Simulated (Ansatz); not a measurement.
**Ti$_{3}$Al$_{5}$: geometry relaxation (part 2 of 2)**

Continued. System: Ti$_{3}$Al$_{5}$ (P4/mmm, 8 atoms in the cell). Method: DFT r2SCAN, scalar-relativistic, plane waves, PAW, no spin polarisation (Ansatz 0.2.0); cutoff 500 eV, 10×10×4 k-mesh, Gaussian smearing of 0.1 eV. The structure derives from a Materials Project entry.

**Output, continued**
```
--- Per-component energies (eV) ---
  E_band       = -521.095584
  E_kinetic    = 940.538038
  E_local      = -3676.113199  (includes V_loc(G=0)·N_el)
  E_nonlocal   = 73.664311
  E_hartree    = 1613.385527
  E_xc         = -465.566335
  E_vxc        = -558.332235  (∫ρ·V_xc dr)
  E_paw        = -5538.555314  (= ΣΔE_a)
  E_vpaw       = -561.100279  (= ΣTr[D̂ρ^β])
  E_aug_tail   = 0.000277  (compensation charges beyond the density's cutoff)
  E_vtau       = 33.476454  (kinetic-family band-sum trace: ∫τ·v_τ [+ j·A + Jᵃ·Aᵃ] dr)
  E_ewald      = -3164.954381
  E_core_change = -1.060912  (= ΣΔE_core)
  E_smearing   = -0.025043  (= −TS)
  E_closure    = -0.000000  (closes the sum)
  Σ components = -10218.687030   (vs F -10218.687030, Δ=0.00e0)
--- Forces (eV/Å), atoms counted from 1 ---
  atom   1  Ti    -0.00000000    -0.00000000     0.00000000
  atom   2  Ti     0.00000000    -0.00000000     0.00000000
  atom   3  Ti    -0.00000000     0.00000000     0.00000000
  atom   4  Al     0.00000000     0.00000000    -0.00008847
  atom   5  Al     0.00000000     0.00000000     0.00008847
  atom   6  Al     0.00000000     0.00000000    -0.00008847
  atom   7  Al     0.00000000     0.00000000     0.00008847
  atom   8  Al     0.00000000     0.00000000     0.00000000
  max |Σ_I F_I| component: 1.73e-18 eV/Å
--- Stress (GPa, compression-positive) ---
       -0.003218       0.000000       0.000000
        0.000000      -0.003218       0.000000
        0.000000       0.000000       0.001670
  P = ⅓ Tr σ = -0.0016 GPa (-0.016 kbar)
--- Band table (eV; the first three rows and the last of 63) ---
  k-point 0: bands = ["-48.5615", "-48.3776", "-48.0547", "-23.8051", "-23.7929", "-23.7929", "-23.7600", "-23.6859", "-23.6859", "-23.3677", "-23.1084", "-23.1084", "0.0881", "1.8411", "3.6274", "7.5065", "8.1188", "8.4892", "8.4892", "8.6194", "8.7226", "9.4591", "9.4591", "9.6549", "10.3759", "10.7657", "10.7657", "11.2248", "11.7322", "12.7175", "12.9656", "12.9980", "12.9980", "13.3096"]
  k-point 1: bands = ["-48.5615", "-48.3776", "-48.0547", "-23.8047", "-23.7929", "-23.7929", "-23.7605", "-23.6859", "-23.6859", "-23.3677", "-23.1084", "-23.1084", "0.2008", "1.4545", "4.2478", "7.0183", "7.5392", "8.5160", "8.5160", "8.5492", "9.3646", "9.3646", "9.5423", "9.6562", "10.5184", "10.9590", "10.9590", "11.2218", "11.3238", "12.8294", "12.8294", "12.8923", "13.0434", "13.0434"]
  k-point 2: bands = ["-48.5615", "-48.3776", "-48.0547", "-23.8042", "-23.7929", "-23.7929", "-23.7610", "-23.6859", "-23.6859", "-23.3677", "-23.1085", "-23.1085", "0.3756", "1.0872", "5.1729", "5.9306", "7.5760", "8.4766", "8.5468", "8.5468", "9.2770", "9.2770", "9.6574", "10.1418", "10.4826", "10.9707", "11.1890", "11.1890", "11.2187", "12.4765", "12.4765", "13.0145", "13.0145", "13.0700"]
  k-point 62: bands = ["-48.5595", "-48.3554", "-48.0735", "-23.8136", "-23.8136", "-23.7994", "-23.7710", "-23.7710", "-23.7413", "-23.3787", "-23.0596", "-23.0596", "4.2527", "5.0545", "5.0545", "5.7139", "5.7944", "5.7944", "6.1394", "6.2600", "7.9447", "7.9447", "9.3302", "9.3302", "9.3743", "9.7020", "10.0432", "11.9620", "12.1478", "12.4700", "12.7281", "12.8938", "12.9219", "13.0226"]
--- Relaxed structure (3 steps of the walk, 3 accepted, 1 SCFs on fresh bases) ---
  F+E_penalty+E_count = -10218.68703036 eV   max|allowed force component| = 8.847e-5 eV/Å   (the final SCF, on the basis selected at the relaxed cell)
  cell:  # Å, volume = 126.5110 Å³
    - [3.898286857208331, -4.672270867989053e-36, 0.0]
    - [-4.672270867989053e-36, 3.898286857208331, 0.0]
    - [0.0, 0.0, 8.324931943456976]
  atoms:
    - { symbol: Ti, position: [-2.3175631759839267e-36, 3.3194264239353117e-38, 0.5] }
    - { symbol: Ti, position: [0.5, 0.5, 0.0] }
    - { symbol: Ti, position: [0.5, 0.5, 0.5] }
    - { symbol: Al, position: [-4.828256616633178e-37, 0.5, 0.25133082218466785] }
    - { symbol: Al, position: [-5.793907939959816e-37, 0.5, 0.7486691778153323] }
    - { symbol: Al, position: [0.5, -1.50883019269787e-38, 0.25133082218466785] }
    - { symbol: Al, position: [0.5, -1.50883019269787e-38, 0.7486691778153323] }
    - { symbol: Al, position: [5.3110822782964984e-36, -1.5088301926978687e-38, 0.0] }
```

**Trajectory as extended XYZ (Å, eV, eV/Å), 4 frames, from step=1 to step=4**
```
8
Lattice="3.8954 0.0000 0.0000 0.0000 3.8954 0.0000 0.0000 0.0000 8.3260" Properties=species:S:1:pos:R:3:forces:R:3 step=1 energy=-10218.68617 pressure_GPa=0.12
Ti    0.0000    0.0000    4.1630    0.0000   0.0000   0.0000
Ti    1.9477    1.9477    0.0000    0.0000   0.0000   0.0000
Ti    1.9477    1.9477    4.1630    0.0000   0.0000   0.0000
Al    0.0000    1.9477    2.0856    0.0000   0.0000   0.0550
Al    0.0000    1.9477    6.2405    0.0000   0.0000  -0.0550
Al    1.9477    0.0000    2.0856    0.0000   0.0000   0.0550
Al    1.9477    0.0000    6.2405    0.0000   0.0000  -0.0550
Al    0.0000    0.0000    0.0000    0.0000   0.0000   0.0000
8
Lattice="3.8986 0.0000 0.0000 0.0000 3.8986 0.0000 0.0000 0.0000 8.3258" Properties=species:S:1:pos:R:3:forces:R:3 step=2 energy=-10218.68654 pressure_GPa=0.00
Ti    0.0000    0.0000    4.1629    0.0000   0.0000   0.0000
Ti    1.9493    1.9493    0.0000    0.0000   0.0000   0.0000
Ti    1.9493    1.9493    4.1629    0.0000   0.0000   0.0000
Al    0.0000    1.9493    2.0977    0.0000   0.0000  -0.0420
Al    0.0000    1.9493    6.2280    0.0000   0.0000   0.0420
Al    1.9493    0.0000    2.0977    0.0000   0.0000  -0.0420
Al    1.9493    0.0000    6.2280    0.0000   0.0000   0.0420
Al    0.0000    0.0000    0.0000    0.0000   0.0000   0.0000
8
Lattice="3.8983 0.0000 0.0000 0.0000 3.8983 0.0000 0.0000 0.0000 8.3249" Properties=species:S:1:pos:R:3:forces:R:3 step=3 energy=-10218.68699 pressure_GPa=-0.00
Ti    0.0000    0.0000    4.1625    0.0000   0.0000   0.0000
Ti    1.9491    1.9491    0.0000    0.0000   0.0000   0.0000
Ti    1.9491    1.9491    4.1625    0.0000   0.0000   0.0000
Al    0.0000    1.9491    2.0923    0.0000   0.0000  -0.0001
Al    0.0000    1.9491    6.2326    0.0000   0.0000   0.0001
Al    1.9491    0.0000    2.0923    0.0000   0.0000  -0.0001
Al    1.9491    0.0000    6.2326    0.0000   0.0000   0.0001
Al    0.0000    0.0000    0.0000    0.0000   0.0000   0.0000
8
Lattice="3.8983 0.0000 0.0000 0.0000 3.8983 0.0000 0.0000 0.0000 8.3249" Properties=species:S:1:pos:R:3:forces:R:3 step=4 energy=-10218.68703 pressure_GPa=-0.00
Ti    0.0000    0.0000    4.1625    0.0000   0.0000   0.0000
Ti    1.9491    1.9491    0.0000    0.0000   0.0000   0.0000
Ti    1.9491    1.9491    4.1625    0.0000   0.0000   0.0000
Al    0.0000    1.9491    2.0923    0.0000   0.0000  -0.0001
Al    0.0000    1.9491    6.2326    0.0000   0.0000   0.0001
Al    1.9491    0.0000    2.0923    0.0000   0.0000  -0.0001
Al    1.9491    0.0000    6.2326    0.0000   0.0000   0.0001
Al    0.0000    0.0000    0.0000    0.0000   0.0000   0.0000
```

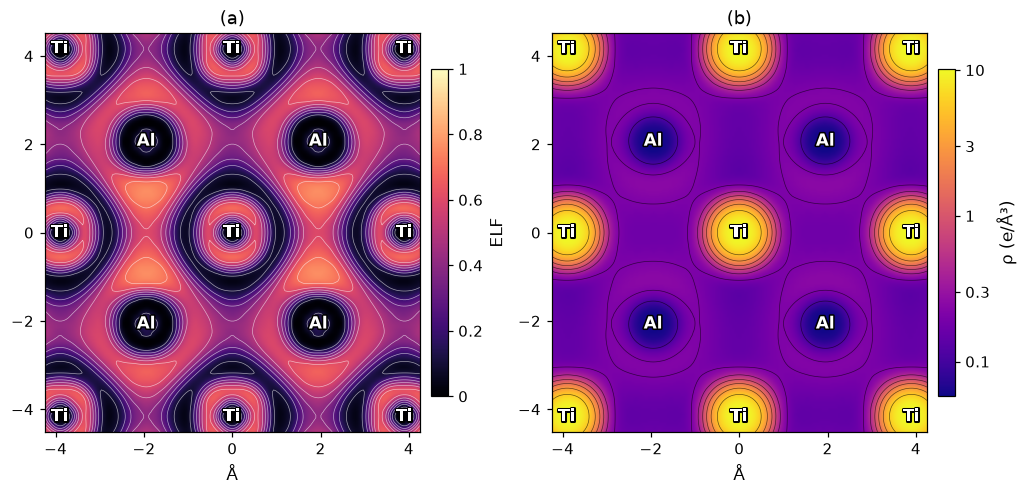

*(a) ELF; (b) valence charge density (pseudo) on the (010) plane of the conventional cell.*

Ti–Al (2.86 Å): the density is about 0.2 e/Å³ at the midpoint; the ELF is about 0.40 at the midpoint (metallic bonding. Away from the nuclei the density in this plane falls to 0.13 e/Å³ at its lowest. The strong features right at Ti lie inside the PAW spheres (semicore, d or f shells) and say nothing about bonding. The fields are those of the smooth PAW valence density.

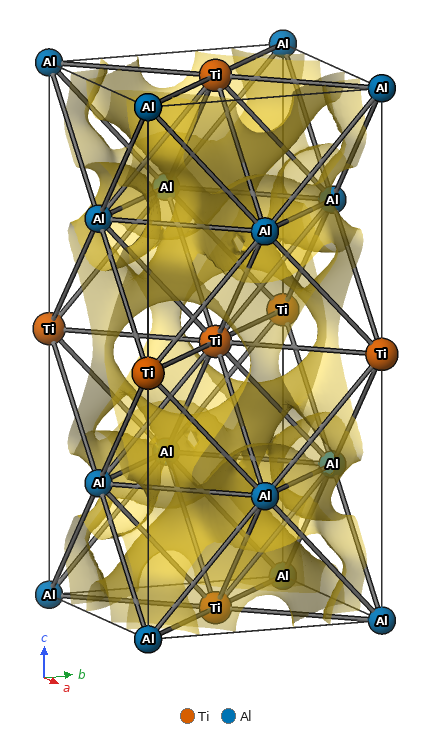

*Isosurface of the electron localisation function at 0.55 (yellow), seen slightly off an axis. Core shells and regions of very low density are left out. Sticks mark near contacts. The outline is the cell set on symmetry axes.*

Profiles from the grid: Al–Al (2.76 Å): the ELF peaks at about 0.70 between the atoms. Ti–Ti (2.76 Å): the ELF is about 0.30 at the midpoint; no localised pair between them.

This output came from the following input.

**Input**
```yaml
crystal:
  lattice:
    - [3.89538318, 0.0, 0.0]
    - [0.0, 3.89538318, 0.0]
    - [0.0, 0.0, 8.32602421]
  atoms:
    - { symbol: Ti, position: [0.0, 0.0, 0.5] }
    - { symbol: Ti, position: [0.5, 0.5, 0.0] }
    - { symbol: Ti, position: [0.5, 0.5, 0.5] }
    - { symbol: Al, position: [0.0, 0.5, 0.25048797] }
    - { symbol: Al, position: [0.0, 0.5, 0.74951203] }
    - { symbol: Al, position: [0.5, 0.0, 0.25048797] }
    - { symbol: Al, position: [0.5, 0.0, 0.74951203] }
    - { symbol: Al, position: [0.0, 0.0, 0.0] }
basis:
  ecutwfc: 500
kpoints:
  mp_grid: { grid: [10, 10, 4] }
hamiltonian:
  xc: r2scan
scf:
  occupations: { method: gaussian, width: 0.1 }
output:
  forces: true
  stress: true
  eigenvalues: true
  write_density: true
  write_potential: true
  elf: true
  volumetric_format: npy
relax:
  adjacent_minimum: "off"
  f_tol: 0.005
  max_steps: 80
  cell: { stress_tol: 0.05 }
```

Launched with:
```bash
ansatz run input.yaml --threads 2 --pin off --max-ram 5120MiB --backend cpu --events-out ev --progress --plain --runs-dir out
```

**Results in brief**

```json
{"quantity": "outcome", "value": "converged"}
{"quantity": "space group (tolerance 0.01 Å)", "value": "P4/mmm (123)"}
{"quantity": "electrons treated", "value": "51"}
{"quantity": "free energy", "value": "−10218.6870 eV"}
{"quantity": "Fermi energy", "value": "10.558 eV"}
{"quantity": "gap on the k-point mesh", "value": "none (metallic)"}
{"quantity": "pressure", "value": "0.00 GPa"}
{"quantity": "final volume", "value": "126.51 Å³"}
{"quantity": "largest force (length of the vector) at the end", "value": "under 0.001 eV/Å"}
{"quantity": "final cell", "value": "a = 3.898 Å, b = 3.898 Å, c = 8.325 Å, α = 90.00°, β = 90.00°, γ = 90.00°"}
{"quantity": "hardware", "value": "2 threads of Oxide Virtual Turin-like (Zen 5), 32 GiB of memory available, shared host"}
{"quantity": "wall time", "value": "49 s (CPU time 96 s)"}
{"quantity": "peak memory", "value": "0.86 GiB"}
```
